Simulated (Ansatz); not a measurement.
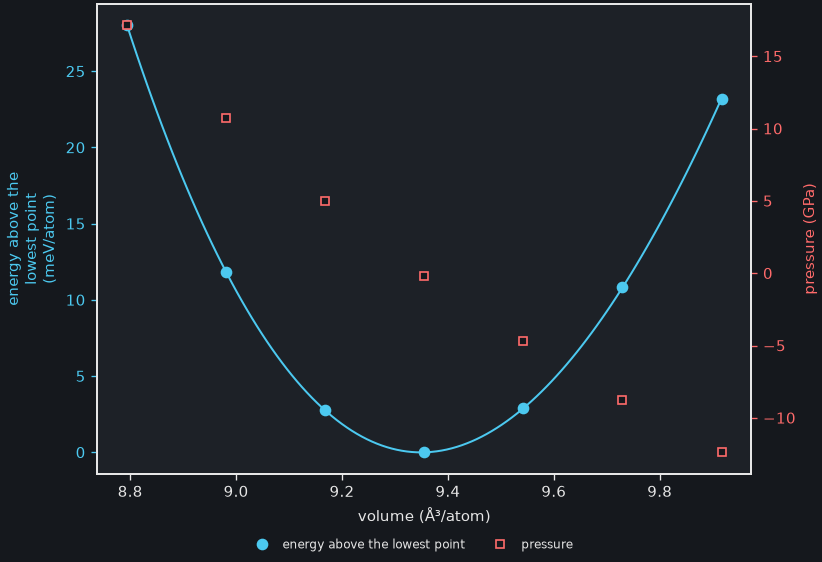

Energy above the lowest point and pressure against volume for Ir₂O₅, space group Pn-3m (No. 224) (one of a set of cubic test structures, which need not be the stable phase).

A third-order Birch–Murnaghan fit gives V0 = 9.35 Å³/atom, B0 = 242 GPa and B′ = 4.8. The energy above the lowest point is 28.0 meV/atom at volume 8.7941 Å³/atom and 23.2 meV/atom at 9.9168 Å³/atom; the lowest computed point is at volume 9.3554 Å³/atom (0.0 meV/atom), in a single well. The pressure falls from 17.1 GPa at volume 8.7941 Å³/atom to −12.4 GPa at 9.9168 Å³/atom, and changes sign near 9.35 Å³/atom.

Calculation (Ansatz 0.2.0 development build): equation of state of a cubic crystal from periodic Kohn-Sham density functional theory without spin, third-order Birch-Murnaghan fit to the free energies; pressure corrected for the finite basis. Level: PBE.

- structure type: cubic X2O5
- atoms in cell: 14
- space group number: 224
- lattice centring: simple cubic
- k mesh: 22×22×22
- occupation method: Fermi–Dirac
- occupation width: 0.06123 eV
- wave cutoff: 420 eV
- datasets: soft-1 PAW
- density tolerance: 1.3e−07 eV
- bands: 78
- density cutoff ratio: 4
- search for lower states: default

Limits of the calculation: cubic model structure, not the ambient form; no spin polarisation, a magnetic state may lie lower.

Input of one of the runs behind the figure:
```
crystal:
  lattice:
    - [5.078444990054, 0.0, 0.0]
    - [0.0, 5.078444990054, 0.0]
    - [0.0, 0.0, 5.078444990054]
  atoms:
    - { symbol: Ir, position: [0, 0, 0] }
    - { symbol: Ir, position: [0.5, 0.5, 0] }
    - { symbol: Ir, position: [0.5, 0, 0.5] }
    - { symbol: Ir, position: [0, 0.5, 0.5] }
    - { symbol: O, position: [0.5, 0, 0] }
    - { symbol: O, position: [0, 0.5, 0] }
    - { symbol: O, position: [0, 0, 0.5] }
    - { symbol: O, position: [0.5, 0.5, 0.5] }
    - { symbol: O, position: [0.75, 0.75, 0.25] }
    - { symbol: O, position: [0.75, 0.25, 0.75] }
    - { symbol: O, position: [0.25, 0.75, 0.75] }
    - { symbol: O, position: [0.75, 0.25, 0.25] }
    - { symbol: O, position: [0.25, 0.75, 0.25] }
    - { symbol: O, position: [0.25, 0.25, 0.75] }
kpoints:
  mp_grid: { grid: [22, 22, 22] }
hamiltonian:
  xc: pbe
  pseudopotentials: { kind: paw }
scf:
  occupations: { method: fermi_dirac, width: 0.061225619053 }
output:
  forces: true
  stress: true
```

Run as:
```bash
ansatz run input.yaml --threads 2
```
